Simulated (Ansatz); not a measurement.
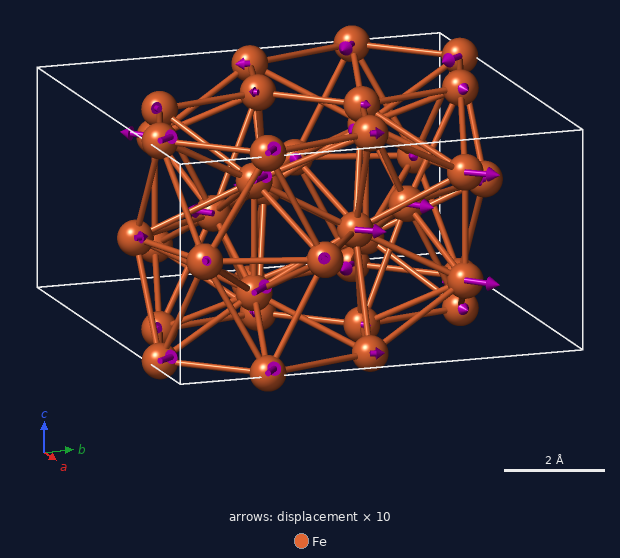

A relaxation of solid Fe (built on the database_136 type). The starting structure is drawn; purple arrows show the displacements, 10 times their true length.

Style: ball-and-stick. Shown: the cell of the calculation, slightly off an axis.

Case: structure listed in a database for this formula (P4_2/mnm, No. 136).

Level of theory: DFT PBE, scalar-relativistic, plane waves, PAW in Ansatz 0.2.0. Settings: plane-wave cutoff 420 eV; k-point mesh 6 × 6 × 8; occupations gaussian; smearing width 0.1 eV; collinear spin; cell and atoms relaxed; force threshold 0.01 eV/Å; at most 80 steps.

What did the optimiser do to the structure, and how much energy did it gain?

Answer. The largest moves relative to the cell, 0.078 Å, are those of Fe atoms. The drawn cell changes as follows: a = b 8.618 → 8.601 Å (−0.2 %), c 4.574 → 4.572 Å (−0.1 %); the volume changes by −0.5 %. Some distances before and after: Fe–Fe 2.586 → 2.633 Å, Fe–Fe 2.592 → 2.554 Å, Fe–Fe 2.318 → 2.355 Å, Fe–Fe 2.647 → 2.613 Å. The space group stays P4_2/mnm (No. 136). Over 4 accepted moves (5 points after the start) the energy falls by 1.9 meV per atom. The largest force component goes from 0.097 to 0.0014 eV/Å. Pressure: −0.60 GPa at the start and −0.01 GPa at the end. The SCF was repeated once at an unchanged geometry on a basis and grid sized afresh for the cell, which shifted the energy by less than 0.05 meV per atom at most. The run took about 100 core-minutes on a shared host.
